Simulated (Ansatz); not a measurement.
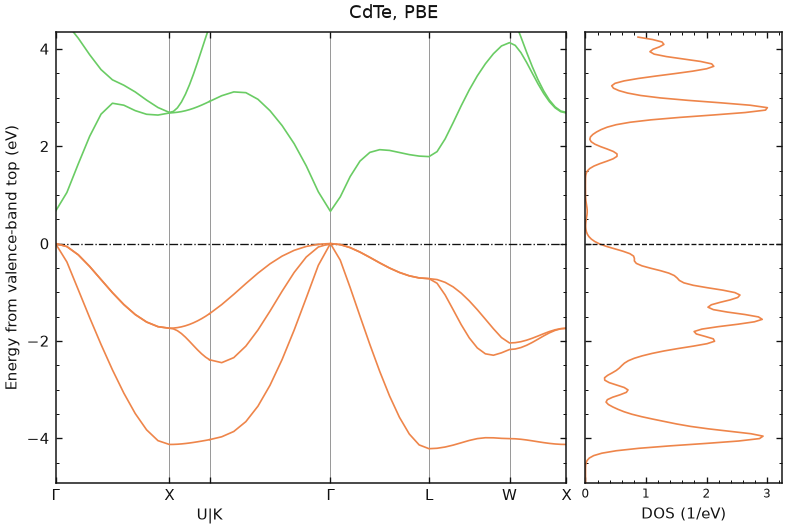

Band structure and density of states. Energies are counted from the top of the valence band. The curve is built from the levels of the k mesh with Gaussians 0.3 eV wide, which also blur the band edges.

What lattice type does the k path imply?

A face-centred cubic lattice: the path Γ–X–U|K–Γ–L–W–X runs through the special points of its Brillouin zone.

Calculation on CdTe, space group F-43m, 2 atoms in the cell.

Computed with Ansatz 0.2.0: DFT, PBE, plane waves, PAW, no spin polarisation, 6×6×6 k mesh, Fermi-Dirac smearing of 0.02 eV.

Is there a gap? Give its size, its kind and where the band edges lie.

A semiconductor. The gap along this path is 0.66 eV and direct: both edges lie at Γ.

How wide is the upper valence band?

The upper group of valence states starts about 4.2 eV under the valence-band top, with a gap beneath it; it holds about 6 electrons a cell.

What are the direct gaps at Γ, W and L?

The direct gaps are 0.66 eV at Γ, 6.17 eV at W and 2.51 eV at L.

Spin-orbit coupling is left out, which matters for Te.
